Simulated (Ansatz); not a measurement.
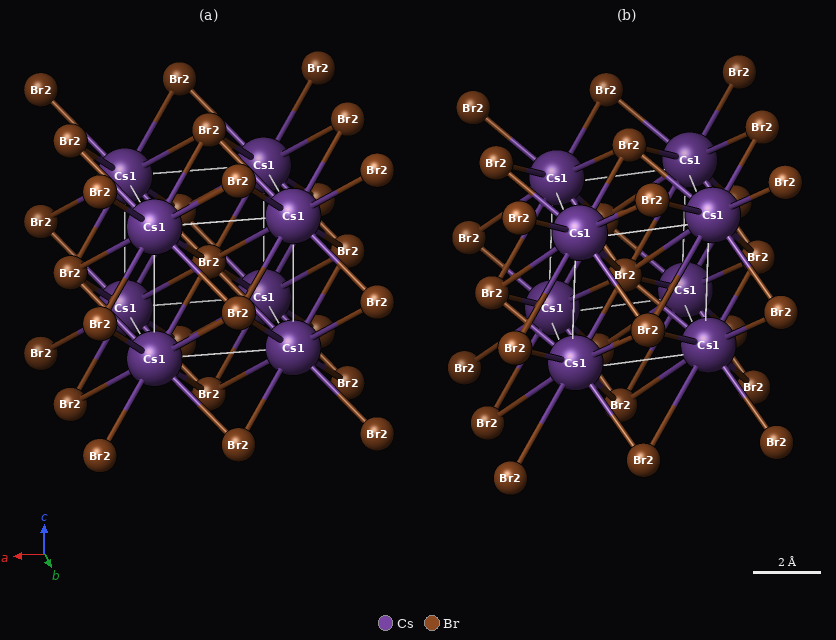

Left: a symmetric starting cell of CsBr. Right: the same structure after one change, at the same scale. A ball-and-stick model of the cell of the calculation, seen from a free direction.

Computed with DFT PBE, scalar-relativistic, plane waves, PAW (Ansatz 0.2.0). Settings: plane-wave cutoff 420 eV; k-point mesh 6 × 6 × 6; occupations gaussian; smearing width 0.02 eV; no spin polarisation.

Which change leads from the left to the right?

Answer. The cell is strained by +4.8 % along [1 1 −1] and −7.2 % across it (volume −9.8 %) and atoms are displaced by 0.26 Å relative to the cell: Br2 0.26 Å along [1 1 −1], Cs1 0.26 Å along [−1 −1 1]. No relaxation follows. The starting cell wasn't computed here and needn't be at equilibrium, so pressure and forces aren't due to the change alone.

And its effect?

Answer. Some distances before and after: Br–Cs 3.712 → 3.338 to 4.413 Å. The space group (tolerance 0.01 Å) goes from Pm-3m (No. 221) to R3m (No. 160). The pressure is 5.0 GPa (not all of it need come from the change, since the unchanged cell can be under pressure at this level too). The principal stresses (compression positive) are 4.3 GPa along [1 1 −1] and 5.4 GPa across it. The largest forces, 0.53 eV/Å, act on Cs1 and Br2; on Br2 it points along [−1 −1 1]. The forces point straight back along the displacements (cosine −1.00).
